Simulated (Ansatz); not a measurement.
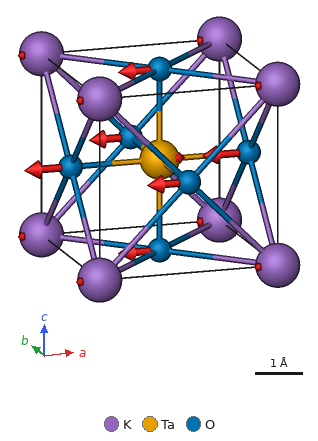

The lowest optical mode of solid KTaO3 (a generated structure), space group Pm-3m (No. 221), at the zone centre. The red arrows give the relative displacements of the atoms. Style: ball-and-stick. Shown: the cell of the calculation, slightly off an axis.

The calculation used Ansatz, DFT PBE, scalar-relativistic, plane waves, PAW.

The input:
```yaml
crystal:
  lattice:
    - [4.0244193478, 0.0, 0.0]
    - [0.0, 4.0244193478, 0.0]
    - [0.0, 0.0, 4.0244193478]
  atoms:
    - { symbol: K, position: [0.0, 0.0, 0.0] }
    - { symbol: Ta, position: [0.5, 0.5, 0.5] }
    - { symbol: O, position: [0.5, 0.0, 0.5] }
    - { symbol: O, position: [0.5, 0.5, 0.0] }
    - { symbol: O, position: [0.0, 0.5, 0.5] }
basis:
  ecutwfc: 420
kpoints:
  mp_grid: { grid: [8, 8, 8] }
hamiltonian:
  xc: pbe
scf:
  occupations: { method: fixed }
output:
  eigenvalues: true
phonons:
  method: dfpt
  dielectric: true
  rigid_motions: translations
  eigenvectors: true
  qmesh: [2, 2, 2]
  temperatures: { t_max: 1000, t_step: 100 }
  qpath:
    path:
      - [[0.0, 0.0, 0.0], [0.0, 0.5, 0.0], [0.5, 0.5, 0.0], [0.0, 0.0, 0.0], [0.5, 0.5, 0.5], [0.0, 0.5, 0.0]]
      - [[0.5, 0.5, 0.5], [0.5, 0.5, 0.0]]
    npoints: 8
```

Run as
```bash
ansatz run input.yaml --threads 1 --pin off --max-ram 2560MiB --backend cpu --events-out ev --progress --plain --runs-dir out
```

Frequencies are those without the non-analytic (LO–TO) term.

> Is the structure stable against all modes at this point?

No. This is the T₁u mode (triply degenerate; one member of the set is drawn) at 10.1i meV, the lowest optical level, infrared-active by symmetry. All motion is along a; it stretches the shortest O–Ta bonds (2.01 Å); the kinetic energy is shared as O 72 %, Ta 26 %, K 2 %. The frequency is imaginary, so the structure is unstable against this distortion. Freezing in the drawn pattern lowers the space group from Pm-3m to P4mm (No. 99). Its infrared intensity is 170 (D/Å)²/amu for the set.
